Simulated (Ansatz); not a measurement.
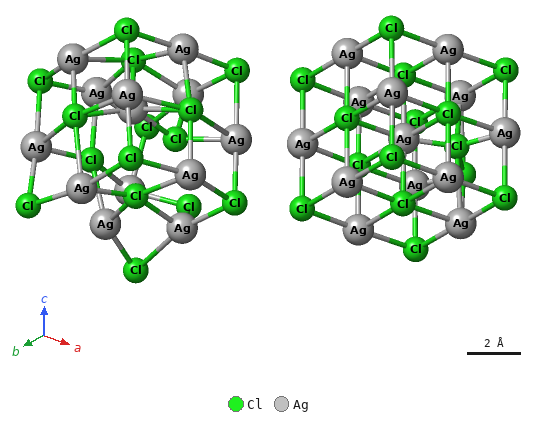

Two geometries of a defect cell of composition Cl₃₃Ag₃₂ (cell charge −1), drawn at one scale. One is the start of a relaxation, the other its converged end. A ball-and-stick model of the atoms within 5.0 Å of the atom that moves most (axes of the cell of the calculation (origin shifted)), seen from a free direction.

Method: DFT, PBEsol, PAW, plane waves (Ansatz). Settings: plane-wave cutoff 420 eV; k-point mesh 1 × 1 × 1; mesh shifted by (0.25, 0.25, 0.25); no spin polarisation; atoms relaxed in a fixed cell; force threshold 0.03 eV/Å; at most 80 steps.

### Which geometry has the lower energy?

The left one is the relaxed one. After 21 geometry steps the energy has fallen by 5.790 eV per cell of the calculation. The largest force component goes from 4.4 to 0.02 eV/Å. The forces were under the threshold at step 9, but the run went on from there. The largest move is that of an Ag atom, 1.27 Å along [−1 −1 1]. By element the largest moves are Ag 1.27 Å, Cl 1.24 Å. The lattice vectors keep their values. Near-neighbour distances that change, for instance: Ag–Cl 2.988 → 4.250 Å, Ag–Ag 3.850 → 2.883 Å, Ag–Cl 2.740 → 3.579 Å, Cl–Cl 2.259 → 3.054 Å. Bonds break, among them: Ag–Cl (2.74 → 3.58 Å), Ag–Cl (2.99 → 4.25 Å), Cl–Cl (2.26 → 3.05 Å). Among the angles between lasting bonds that change: Cl–Ag–Cl 90.6° → 116.6°, Cl–Ag–Cl 90.1° → 115.9°, Cl–Ag–Cl 90.1° → 113.9°.

Limits of the set-up: the cell is charged, on a uniform background, and energies carry no finite-size correction.
